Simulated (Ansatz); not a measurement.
## A series of single points on AlRu

System: AlRu (P4mm, 2 atoms in the cell).
Method: DFT PBE, scalar-relativistic, plane waves, PAW, no spin polarisation (Ansatz 0.2.0).

The 6 runs differ only in the geometry, by a shift of atoms along one path in a fixed cell. The shift s is measured from run 4: Al1 moves along the Cartesian direction (0.00, 1.00, 0.00). The structure derives from an entry of the Crystallography Open Database.

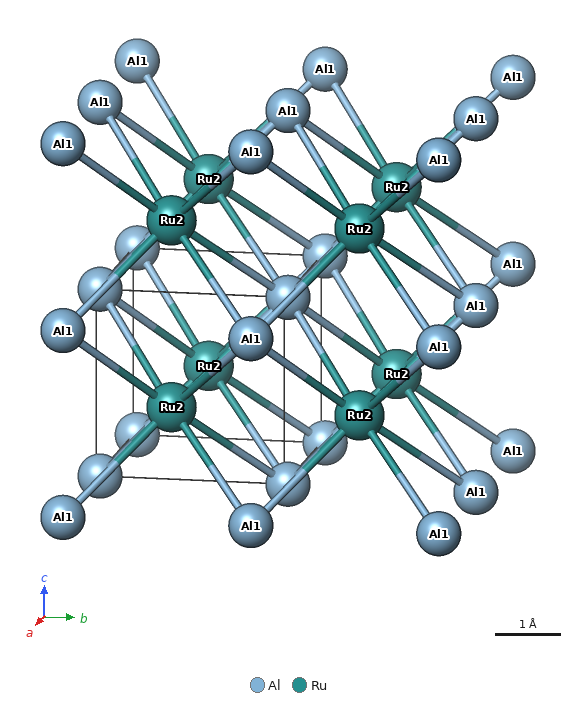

Figure 1. The structure of run 4 (ball-and-stick view of the cell of the calculation, repeated 2 × 2 × 2, seen slightly off an axis; atoms are numbered from 1 in the order of the input). An atom can appear more than once, as a periodic image.

### Input of run 4
```yaml
crystal:
  lattice:
    - [2.9916, 0.0, 0.0]
    - [0.0, 2.9916, 0.0]
    - [0.0, 0.0, 2.9916]
  atoms:
    - { symbol: Al, position: [0.0, 0.0208918305, 0.0] }
    - { symbol: Ru, position: [0.5, 0.5, 0.5] }
basis:
  ecutwfc: 420
kpoints:
  mp_grid: { grid: [16, 16, 16] }
hamiltonian:
  xc: pbe
scf:
  occupations: { method: gaussian, width: 0.15 }
output:
  forces: true
  stress: true
  eigenvalues: true
```

Command:
```bash
ansatz run input.yaml --threads 1 --pin off --max-ram 2560MiB --backend cpu --events-out ev --progress --plain --runs-dir out
```

Lattice vectors (Å) and fractional positions of run 4:
```
   2.991600    0.000000    0.000000
   0.000000    2.991600    0.000000
   0.000000    0.000000    2.991600
Al  0.000000  0.020892  0.000000
Ru  0.500000  0.500000  0.500000
```

Run 5 differs from it as follows:
```diff
-    - { symbol: Al, position: [0.0, 0.0208918305, 0.0] }
+    - { symbol: Al, position: [0.0, 0.0250701966, 0.0] }
```

### Results, with one run withheld

```csv
run,shift s of Al1 (Å),"free energy per atom, from the lowest run given (meV)",pressure (GPa),force along the path (eV/Å)
1,−0.1625,19.13,3.39,0.776
2,−0.1125,4.56,2.82,0.389
3,−0.0500,0.00,2.64,−0.097
4,0.0000,7.29,2.93,−0.486
5,0.0125,?,?,?
6,0.0250,14.58,3.21,−0.680
```

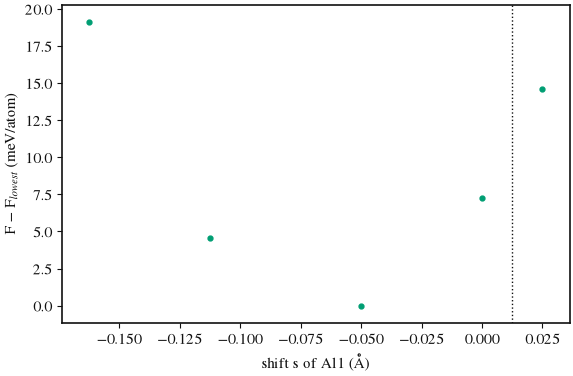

Figure 2. Free energy per atom of the runs given; the dotted line marks run 5.

Fit the runs given and predict run 5.

A cubic polynomial in the coordinate, fitted to the 5 runs given, misses them by under 0.01 meV per atom. With x = s + 0.0600, it reads F = −0.28983 + 9.6462 x + 1943.7 x² + 11.565 x³ (meV per atom). At run 5 it gives 10.63 meV per atom, and the run itself gives 10.63. The slope of the fit gives a force −dF/ds of −0.583 eV/Å along the path (summed over the atoms that move), and the printed forces give −0.583 eV/Å. The fit has its minimum at s = −0.0625 Å.

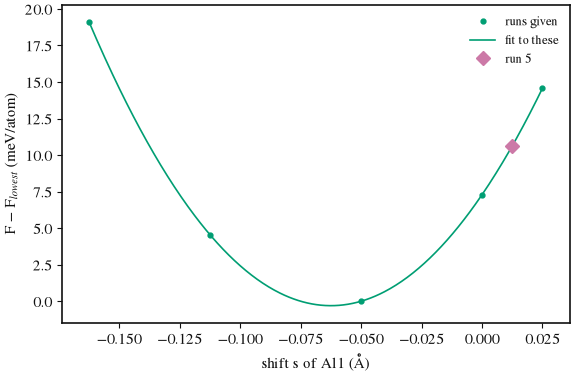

Figure 3. The fit and the withheld run.

### Output, shortened to warnings, some set-up lines, iterations and results (run 5)
```
Basis set: ecut = 420 eV, 485 PW (Γ), exchange–correlation on 40×40×40 points (8 copies of the dense FFT grid, shifted against one another)
Symmetry: 8 space group operations
k-points: 405 of 4096 (time reversal used)
Initial density: superposition of atomic densities (neutral atoms: chi_scale 0, normalization atom), corrected by the library's trained network
[...]
SCF iter   1: F=—  HF=-6417.451979 eV  |F-HF|=—  |Δ(HF+E_count)|=         —  Δρ=3.17e-3  dr2=3.14e-3  ethr=1.77e-3  ⟨swp⟩=5.0  Hψ=27902  notcnv=0
SCF iter   2: F=—  HF=-6417.451622 eV  |F-HF|=—  |Δ(HF+E_count)|=   3.57e-4  Δρ=1.99e-3  dr2=1.40e-3  ethr=1.65e-5  ⟨swp⟩=2.4  Hψ=10139  notcnv=0
SCF iter   3: F=—  HF=-6417.451352 eV  |F-HF|=—  |Δ(HF+E_count)|=   2.70e-4  Δρ=2.98e-4  dr2=1.60e-5  ethr=7.36e-6  ⟨swp⟩=2.1  Hψ=7211  notcnv=0
SCF iter   4: F=—  HF=-6417.451287 eV  |F-HF|=—  |Δ(HF+E_count)|=   6.49e-5  Δρ=9.75e-5  dr2=1.06e-6  ethr=8.42e-8  ⟨swp⟩=2.0  Hψ=7578  notcnv=0
SCF iter   5: F=—  HF=-6417.451287 eV  |F-HF|=—  |Δ(HF+E_count)|=   2.24e-8  Δρ=3.22e-5  dr2=2.67e-7  ethr=5.56e-9  ⟨swp⟩=2.2  Hψ=8555  notcnv=0
SCF iter   6: F=-6417.451287 eV  HF=-6417.451287 eV  |F-HF|=1.46e-9  |Δ(HF+E_count)|=   8.74e-8  Δρ=5.46e-6  dr2=1.85e-9  ethr=5.26e-10  ⟨swp⟩=4.7  Hψ=21847  notcnv=0
SCF 1 converged in 6 iterations: F = -6417.451287 eV  dr2 = 1.85e-9
SCF converged after 6 iterations
Free energy (F): -6417.451287 eV
Harris-Foulkes:  -6417.451287 eV  (|F-HF|=1.46e-9)
Internal energy: -6417.432222 eV  (E = F + TS)
E sigma→0 (E₀):  -6417.441755 eV
Entropy (-TS):   -0.019065 eV (-9.532 meV/atom)
Fermi energy:    16.128588 eV
--- Per-component energies (eV) ---
  E_band       = -119.806099
  E_kinetic    = 543.418844
  E_local      = -1798.770224  (includes V_loc(G=0)·N_el)
  E_nonlocal   = 354.694792
  E_hartree    = 639.284166
  E_xc         = -232.281140
  E_vxc        = -270.797697  (∫ρ·V_xc dr)
  E_paw        = -3929.258274  (= ΣΔE_a)
  E_vpaw       = -226.920284  (= ΣTr[D̂ρ^β])
  E_aug_tail   = -0.000176  (compensation charges beyond the density's cutoff)
  E_ewald      = -1994.520210
  E_smearing   = -0.019065  (= −TS)
  E_closure    = -0.000000  (closes the sum)
  Σ components = -6417.451287   (vs F -6417.451287, Δ=0.00e0)
--- Forces (eV/Å), atoms counted from 1 ---
  atom   1  Al     0.00000000    -0.58279881     0.00000000
  atom   2  Ru    -0.00000000     0.58280129     0.00000000
  max |Σ_I F_I| component: 2.49e-6 eV/Å
--- Stress (GPa, compression-positive) ---
        3.206890       0.000000       0.000000
        0.000000       2.761494       0.000000
        0.000000       0.000000       3.206890
  P = ⅓ Tr σ = 3.0584 GPa (30.584 kbar)
```
